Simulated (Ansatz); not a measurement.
# Sn$_{3}$Se: what the fields show

```
Sn Se
1.0
     7.46628    0.00000    0.00000
     0.00000    7.46628    0.00000
     0.00000    0.00000    7.46628
Sn Se
12 4
Cartesian
  3.7331 0.0000 0.0000
  0.0000 3.7331 0.0000
  0.0000 0.0000 3.7331
  3.7331 3.7331 3.7331
  5.5997 1.8666 1.8666
  1.8666 5.5997 1.8666
  1.8666 1.8666 5.5997
  5.5997 5.5997 5.5997
  1.8666 1.8666 1.8666
  5.5997 5.5997 1.8666
  5.5997 1.8666 5.5997
  1.8666 5.5997 5.5997
  0.0000 0.0000 0.0000
  3.7331 3.7331 0.0000
  3.7331 0.0000 3.7331
  0.0000 3.7331 3.7331
```

Space group Fm-3m; a structure from a database of computed crystals, not necessarily the ambient phase; computed pressure about −3 GPa in this cell.

Computed with Kohn-Sham DFT of a periodic cell, PBEsol, Ansatz PAW in Ansatz 0.2.0.

The density is the valence pseudo-density of a PAW calculation; it isn't the true density close to the nuclei.

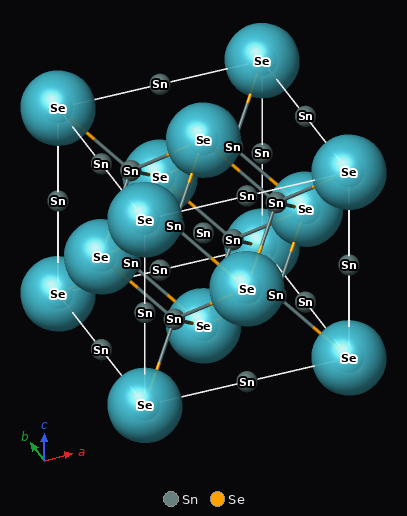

Figure 1. Isosurface of the electron localisation function at 0.6 (cyan), seen at an oblique angle. Core shells and regions of very low density are left out. Sticks mark near contacts.

Identify the bonds, lone pairs and shells in this picture.

Answer. The surface consists of four regions wrapped around Se (the valence shell of each), counted in one cell of 16 atoms. Regions shared between cells count once.


Sn–Se (3.23 Å): the ELF is about 0.25 at the midpoint.

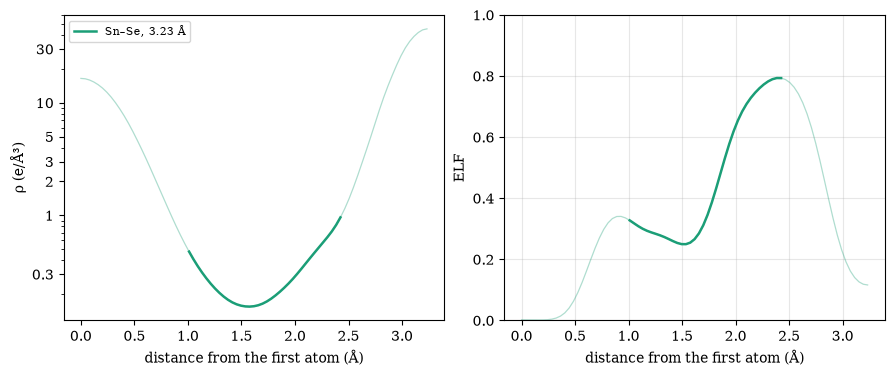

Figure 2. Valence electron density and ELF along straight lines between neighbouring atoms. Thin, pale parts lie inside the atomic spheres.

What can be read from the curves?

Answer. Sn–Se (3.23 Å): the density is about 0.16 e/Å³ at the midpoint; the ELF is about 0.25 at the midpoint.

Metal or insulator at this level of theory?

Answer. It is metallic or semimetallic at this level of theory: no gap opens.
